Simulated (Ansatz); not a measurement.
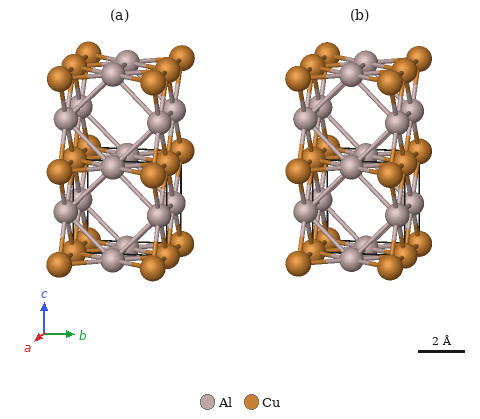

The structure of crystalline Al$_{2}$Cu (set up in P1) before (left) and after (right) a relaxation, at one scale.

Style: ball-and-stick. Shown: the cell of the calculation, reduced to other axes, repeated 2 × 1 × 2 with one cell outlined, slightly off an axis. Lengths and directions refer to the drawn axes.

Case: all atoms moved at random, sigma 0.02 Å for each component, cell strained at random, sigma 0.01; relaxed back.

Level of theory: DFT r2SCAN, scalar-relativistic, plane waves, PAW in Ansatz.

The input:
```yaml
crystal:
  lattice:
    - [4.1098657896, 0.0106939797, 0.0264237633]
    - [0.0106939797, 4.1728193489, -0.0153633116]
    - [0.0184300944, -0.0107156305, 2.8455275615]
  atoms:
    - { symbol: Al, position: [0.5003175165, -0.0048736671, 0.5037596497] }
    - { symbol: Al, position: [0.0010296529, 0.4997591673, 0.496826893] }
    - { symbol: Cu, position: [-0.0013471694, 0.0051144998, -0.0005865427] }
basis:
  ecutwfc: 500
kpoints:
  mp_grid: { grid: [8, 8, 12] }
hamiltonian:
  xc: r2scan
scf:
  occupations: { method: gaussian, width: 0.15 }
output:
  forces: true
  stress: true
  eigenvalues: true
  write_density: true
  write_potential: true
  elf: true
  volumetric_format: npy
relax:
  adjacent_minimum: "off"
  f_tol: 0.01
  max_steps: 80
  cell: { stress_tol: 0.1 }
```

Command:
```bash
ansatz run input.yaml --threads 2 --pin off --max-ram 5120MiB --backend cpu --events-out ev --progress --plain --runs-dir out
```

What changed between the two?

The largest move relative to the cell is that of Al1, 0.022 Å roughly along [1 1 0]. Largest moves by element: Al 0.022 Å, Cu 0.022 Å. The volume changes by −2.2 %, with a 2.846 → 2.842 Å (−0.1 %), b 4.173 → 4.097 Å (−1.8 %), c 4.110 → 4.097 Å (−0.3 %), α 89.7° → 90.0°, β 90.7° → 90.0°, γ 89.6° → 90.0°. Some distances before and after: Al2–Cu3 2.549 → 2.493 Å, Al1–Al2 2.952 → 2.897 Å, Al1–Cu3 2.528 → 2.493 Å, Al2–Cu3 (another image) 2.520 → 2.493 Å. Within 0.06 Å the space group is P2 at the start and P4/mmm at the end; at a tighter tolerance small leftover displacements or strains of the cell lower it. Over 3 accepted moves (4 points after the start) the energy falls by 5.4 meV per atom. The largest force component goes from 0.13 to 0.00095 eV/Å. The pressure goes from −2.07 to 0.00 GPa. The SCF was repeated once at an unchanged geometry on a basis and grid sized afresh for the cell, which shifted the energy by 0.1 meV per atom at most.
